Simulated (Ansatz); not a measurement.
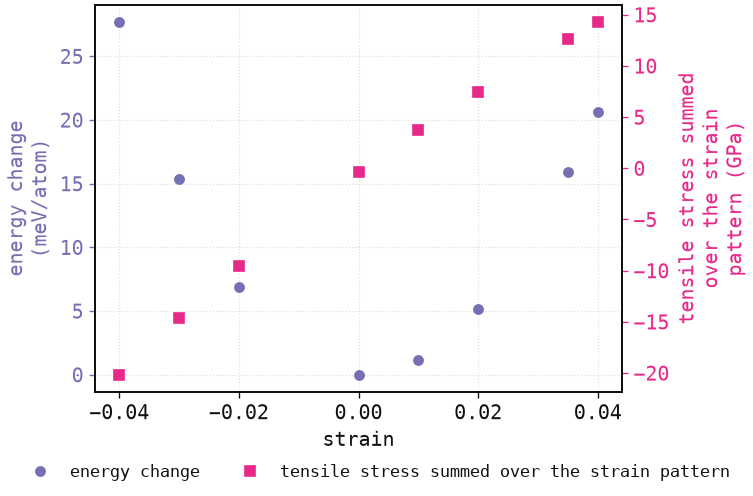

Plotted: energy change and tensile stress summed over the strain pattern against strain for GaN, space group P6_3mc (No. 186).

Starting cell:
```
CELL_PARAMETERS angstrom
3.18000 0.00000 0.00000
-1.59000 2.75396 0.00000
0.00000 0.00000 5.16600
ATOMIC_POSITIONS crystal
Ga 0.33333 0.66667 0.00000
Ga 0.66667 0.33333 0.50000
N 0.33333 0.66667 0.37500
N 0.66667 0.33333 0.87500
```

Calculation (Ansatz 0.2.0): homogeneous strain of a crystal along one Voigt pattern with engineering shear, fractional coordinates fixed, by plane-wave density functional theory with PAW datasets, free energies less that of the undisturbed cell; scalar-relativistic. Level: r2SCAN, no spin polarisation.

- wave cutoff: 500 eV
- k mesh: 12×12×6
- occupations: Gaussian
- smearing width: 0.05 eV
- k shift: (0, 0, 0) (mesh steps)
- start: as given
- strain pattern: (0, 1, 0, 0, 0, 0) (xx yy zz yz xz xy with engineering shear)

The points at strain −0.010 and 0.030 are left out of the plot. What values does the calculation give there?

| strain | energy change (meV/atom) | tensile stress summed over the strain pattern (GPa) |
| --- | --- | --- |
| −0.010 | 1.82 | −4.8 |
| 0.030 | 11.70 | 11.0 |

Note: reference crystal is not relaxed.
